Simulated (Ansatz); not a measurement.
The cell of LiNbO₃ (R-3c). Origin of the cell: the end point of a relaxation with DFT PBE, scalar-relativistic, plane waves, PAW (Ansatz 0.2.0).

```yaml
crystal:
  lattice:
    - [5.22234, 0.00000, 0.00000]
    - [-2.61117, 4.52268, 0.00000]
    - [0.00000, 0.00000, 13.79335]
  atoms:
    - { symbol: Li, position: [0.33333, 0.66667, 0.41667] }
    - { symbol: Li, position: [0.00000, 0.00000, 0.25000] }
    - { symbol: Nb, position: [0.00000, 0.00000, 0.50000] }
    - { symbol: Nb, position: [0.66667, 0.33333, 0.33333] }
    - { symbol: O, position: [0.38030, 0.00000, 0.25000] }
    - { symbol: O, position: [0.00000, 0.38030, 0.25000] }
    - { symbol: O, position: [0.61970, 0.61970, 0.25000] }
    - { symbol: O, position: [0.33333, 0.28637, 0.41667] }
    - { symbol: O, position: [0.95303, 0.66667, 0.41667] }
    - { symbol: O, position: [0.71363, 0.04697, 0.41667] }
    - { symbol: Li, position: [0.00000, 0.00000, 0.75000] }
    - { symbol: Li, position: [0.66667, 0.33333, 0.58333] }
    - { symbol: Nb, position: [0.66667, 0.33333, 0.83333] }
    - { symbol: Nb, position: [0.33333, 0.66667, 0.66667] }
    - { symbol: O, position: [0.04697, 0.33333, 0.58333] }
    - { symbol: O, position: [0.66667, 0.71363, 0.58333] }
    - { symbol: O, position: [0.28637, 0.95303, 0.58333] }
    - { symbol: O, position: [0.00000, 0.61970, 0.75000] }
    - { symbol: O, position: [0.61970, 0.00000, 0.75000] }
    - { symbol: O, position: [0.38030, 0.38030, 0.75000] }
    - { symbol: Li, position: [0.66667, 0.33333, 0.08333] }
    - { symbol: Li, position: [0.33333, 0.66667, 0.91667] }
    - { symbol: Nb, position: [0.33333, 0.66667, 0.16667] }
    - { symbol: Nb, position: [0.00000, 0.00000, 0.00000] }
    - { symbol: O, position: [0.71363, 0.66667, 0.91667] }
    - { symbol: O, position: [0.33333, 0.04697, 0.91667] }
    - { symbol: O, position: [0.95303, 0.28637, 0.91667] }
    - { symbol: O, position: [0.66667, 0.95303, 0.08333] }
    - { symbol: O, position: [0.28637, 0.33333, 0.08333] }
    - { symbol: O, position: [0.04697, 0.71363, 0.08333] }
```

Bond valence s = exp((R0 − d)/b), R0 fitted to published crystal structures with b = 0.37 Å, summed over all anions within 5 Å; R0 in Å: Li+–O 1.449; Nb5+–O 1.908.

Q: Calculate the bond-valence sums (anions within 5 Å).

A:
```csv
site,"x, y, z",formal valence,bond-valence sum,difference
Li1,"0.333, 0.667, 0.417",+1,0.88,-0.12
Nb1,"0.000, 0.000, 0.500",+5,4.80,-0.20
O1,"0.380, 0.000, 0.250",−2,1.89,-0.11
```

The global instability index (root mean square of the differences over all atoms) is 0.14 v.u.: moderate strain, common in real structures. Cells relaxed with PBE tend to have slightly long bonds, which lowers the sums.

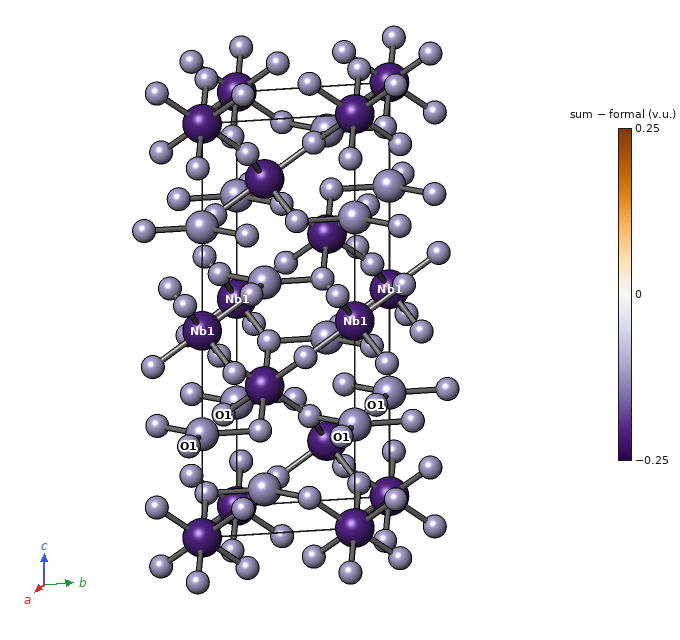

Atoms coloured by sum less the size of the formal valence, view slightly off an axis.
